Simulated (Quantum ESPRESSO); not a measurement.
# CdS (Hawleyite): phonon deformation potentials, worked out

Wanted: the shift of the optical mode of CdS (Hawleyite) in a strained (001) layer.

Method: DFT LDA, scalar-relativistic, plane waves, PseudoDojo norm-conserving pseudopotentials, in Quantum ESPRESSO 7.5.

**1. The relaxed structure**

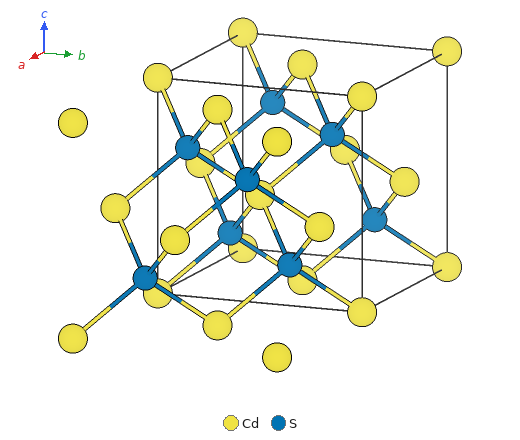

Start, viewed slightly off an axis; cadmium yellow, sulfur blue. 2×1×1 cells are drawn. This picture shows the conventional cell, with its axes. Bonds to atoms that aren't drawn are left out. Some periodic images of atoms are drawn too.

This is the cell after its relaxation at this level of theory, not the database cell from which that began.

**2. Uniaxial strain**

The relaxed cell is stretched along z alone. This keeps all atoms on sites fixed by symmetry and splits the threefold mode into a singlet, polarised along z, and a doublet. The macroscopic field is left out, so these are transverse modes. Cutoff 112 Ry, k mesh 8×8×8.

From the response at ε_zz = 0.01:

The log of the run:

```text
[banners, grids, parts of the stress and lines that vanish by symmetry left out]
Program PHONON v.7.5
     Reading xml data from directory:

[...]
Exchange-correlation= PW
                           (   1   4   0   0   0   0   0)
[...]
kinetic-energy cut-off    =     112.0000  Ry
     charge density cut-off    =     448.0000  Ry
     convergence threshold     =      1.0E-18
[...]
Exchange-correlation= PW
                           (   1   4   0   0   0   0   0)
[...]
q = (   0.0000000   0.0000000   0.0000000 )
      9 Sym.Ops. (with q -> -q+G )
     G cutoff =  678.9227  (  51997 G-vectors)     FFT grid: ( 54, 54, 54)
     number of k points=    59
[...]
Mode symmetry, D_2d (-42m) point group:
[...]
Representation #   1 mode #   1
[...]
End of self-consistent calculation
     Convergence has been achieved
     Representation #   2 mode #   2
[...]
End of self-consistent calculation
     Convergence has been achieved
     Representation #   3 modes #   3   4
[...]
End of self-consistent calculation
     Convergence has been achieved
     Representation #   4 modes #   5   6
[...]
End of self-consistent calculation
     Convergence has been achieved
[...]
q = (    0.000000000   0.000000000   0.000000000 )
[...]
freq (    1) =      -0.042125 [THz] =      -1.405131 [cm-1]
     freq (    2) =      -0.041552 [THz] =      -1.386031 [cm-1]
     freq (    3) =      -0.041552 [THz] =      -1.386031 [cm-1]
     freq (    4) =       7.157772 [THz] =     238.757565 [cm-1]
     freq (    5) =       7.157772 [THz] =     238.757565 [cm-1]
     freq (    6) =       7.224212 [THz] =     240.973779 [cm-1]
[...]
Mode symmetry, D_2d (-42m) point group:
     freq (   1-   1) =         -1.4  [cm-1]   --> B_2  X_3  W_2   I+R
     freq (   2-   3) =         -1.4  [cm-1]   --> E    X_5  W_3   I+R
     freq (   4-   5) =        238.8  [cm-1]   --> E    X_5  W_3   I+R
     freq (   6-   6) =        241.0  [cm-1]   --> B_2  X_3  W_2   I+R

   JOB DONE.
```

| ε_zz | singlet (cm⁻¹) | doublet (cm⁻¹) | σ_zz (GPa) | σ_xx (GPa) |
| --- | --- | --- | --- | --- |
| -0.01 | 246.70 | 249.13 | -0.829 | -0.632 |
| -0.005 | 245.31 | 246.50 | -0.413 | -0.312 |
| 0 | 243.90 | 243.90 | -0.002 | -0.002 |
| 0.005 | 242.45 | 241.32 | 0.405 | 0.298 |
| 0.01 | 240.97 | 238.76 | 0.808 | 0.589 |

Stress is counted positive in tension.

**3. The fit**

To first order ω² − ω₀² = p ε_zz + q (ε_xx + ε_yy) for the mode along z, and likewise for x and y. With ε_zz alone the singlet gives p and the doublet q.

The linear terms of parabolas through ω² are p = -2.35 ω₀² and q = -4.25 ω₀², with ω₀ = 243.9 cm⁻¹. Those of the stresses are C11 = 82 GPa and C12 = 61 GPa. Under hydrostatic strain p and q imply γ = −(p + 2q)/(6 ω₀²) = 1.81.

A layer held to an in-plane strain ε and free along z takes ε_zz = −2 (C12/C11) ε = -1.492 ε. To first order the singlet then shifts by (q − p C12/C11) ε / ω₀ = -610 ε cm⁻¹. For ε = 0.004, ε_zz = -0.00597, the formulas for ω² predict 241.45 cm⁻¹ for the singlet and 243.78 cm⁻¹ for the doublet.

**4. A biaxially strained cell**

This run was no part of the fit.

The log of the run:

```text
[banners, grids, parts of the stress and lines that vanish by symmetry left out]
[banner, memory and clock lines left out]
Program PHONON v.7.5

[...]
Exchange-correlation= PW
                           (   1   4   0   0   0   0   0)
[...]
kinetic-energy cut-off    =     112.0000  Ry
     charge density cut-off    =     448.0000  Ry
     convergence threshold     =      1.0E-18
[...]
Exchange-correlation= PW
                           (   1   4   0   0   0   0   0)
[...]
q = (   0.0000000   0.0000000   0.0000000 )
      9 Sym.Ops. (with q -> -q+G )
     G cutoff =  670.8606  (  51593 G-vectors)     FFT grid: ( 54, 54, 54)
     number of k points=    59
[...]
Mode symmetry, D_2d (-42m) point group:
[...]
Representation #   1 mode #   1
[...]
End of self-consistent calculation
     Convergence has been achieved
     Representation #   2 mode #   2
[...]
End of self-consistent calculation
     Convergence has been achieved
     Representation #   3 modes #   3   4
[...]
End of self-consistent calculation
     Convergence has been achieved
     Representation #   4 modes #   5   6
[...]
End of self-consistent calculation
     Convergence has been achieved
[...]
q = (    0.000000000   0.000000000   0.000000000 )
[...]
freq (    1) =      -0.039827 [THz] =      -1.328491 [cm-1]
     freq (    2) =      -0.039359 [THz] =      -1.312868 [cm-1]
     freq (    3) =      -0.039359 [THz] =      -1.312868 [cm-1]
     freq (    4) =       7.238948 [THz] =     241.465314 [cm-1]
     freq (    5) =       7.307395 [THz] =     243.748451 [cm-1]
     freq (    6) =       7.307395 [THz] =     243.748451 [cm-1]
[...]
Mode symmetry, D_2d (-42m) point group:
     freq (   1-   1) =         -1.3  [cm-1]   --> B_2  X_3  W_2   I+R
     freq (   2-   3) =         -1.3  [cm-1]   --> E    X_5  W_3   I+R
     freq (   4-   4) =        241.5  [cm-1]   --> B_2  X_3  W_2   I+R
     freq (   5-   6) =        243.7  [cm-1]   --> E    X_5  W_3   I+R
```

| mode | predicted (cm⁻¹) | run (cm⁻¹) |
| --- | --- | --- |
| singlet | 241.45 | 241.47 |
| doublet | 243.78 | 243.75 |

The stress along z is 0.000 GPa and that in the plane 0.205 GPa; the unstrained cell carries -0.002 GPa.

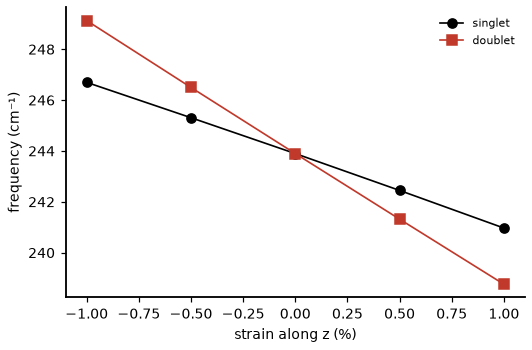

The two components under uniaxial strain.

**5. Results**

* p (in units of the squared frequency): -2.348
* q (same units): -4.252
* shift of the singlet per unit of biaxial strain: -610 cm⁻¹
* C11 and C12: 82 and 61 GPa

What this shows: To first order, one per cent of tensile biaxial strain moves the singlet of CdS (Hawleyite) by -6.1 cm⁻¹ and the doublet by -0.3 cm⁻¹; the formulas miss the test run by up to 0.03 cm⁻¹. In backscattering from (001) the mode polarised along z is the one seen in diamond and zinc-blende crystals; in a polar crystal it is the LO mode, whose potentials differ somewhat from these. The third potential, r, needs shear strain and a relaxation of the atoms, which was not run. These are harmonic values at zero temperature.

[Host names and launcher messages were left out of these logs when they were recorded.]

[Logs are printed without paths, hosts, clocks, repeated set-up lines and the standing remarks that a program may print on its own settings, such as how far it seeks lower states.]

[Hosts, paths, dates, database ids (printed as entryN), source tags and the programs' standing remarks are cut or masked in the printed files.]
